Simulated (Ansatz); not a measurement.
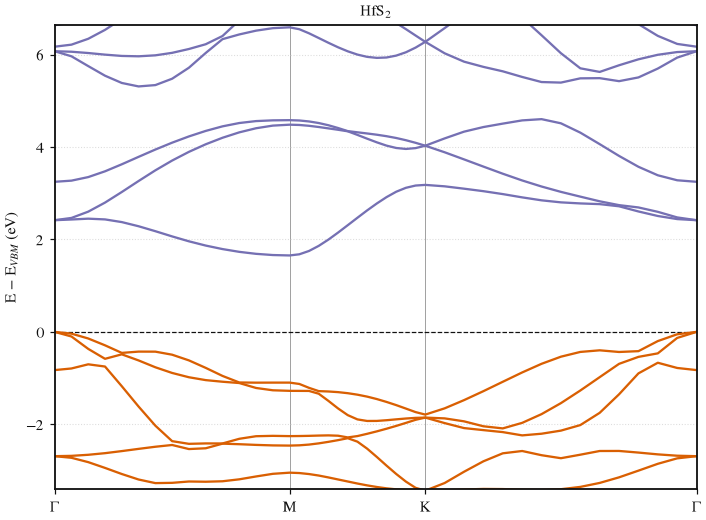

Band structure. Energies are counted from the top of the valence band.

System: HfS2 (sheet), 3 atoms in the cell.

```yaml
crystal:
  lattice:
    - [3.65176, 0.00000, 0.00000]
    - [-1.82588, 3.16251, 0.00000]
    - [0.00000, 0.00000, 29.87379]
  atoms:
    - { symbol: Hf, position: [0.00000, 0.00000, 0.30127] }
    - { symbol: S, position: [0.66667, 0.33333, 0.25284] }
    - { symbol: S, position: [0.33333, 0.66667, 0.34969] }
```

Computed with Ansatz: DFT r2SCAN, scalar-relativistic, plane waves, PAW, no spin polarisation, 12×12×1 k mesh, 500 eV cutoff, Gaussian smearing of 0.02 eV.

Question: Is there a gap? Give its size, its kind and where the band edges lie.

Answer: A semiconductor. The gap along this path is 1.65 eV and indirect, from the valence-band top at Γ to the conduction-band bottom at M; the smallest direct gap is 2.42 eV, at Γ.

Question: How many bands meet at the valence-band top?

Answer: Two bands meet at the valence-band top at Γ: it is doubly degenerate (spin aside).

Question: How much do the top valence band and the lowest conduction band disperse along the path?

Answer: The top valence band spans 1.8 eV and the lowest conduction band 1.5 eV.

The structure is an invented one, so it need not be a known or stable phase. Spin-orbit coupling is left out, which matters for Hf.
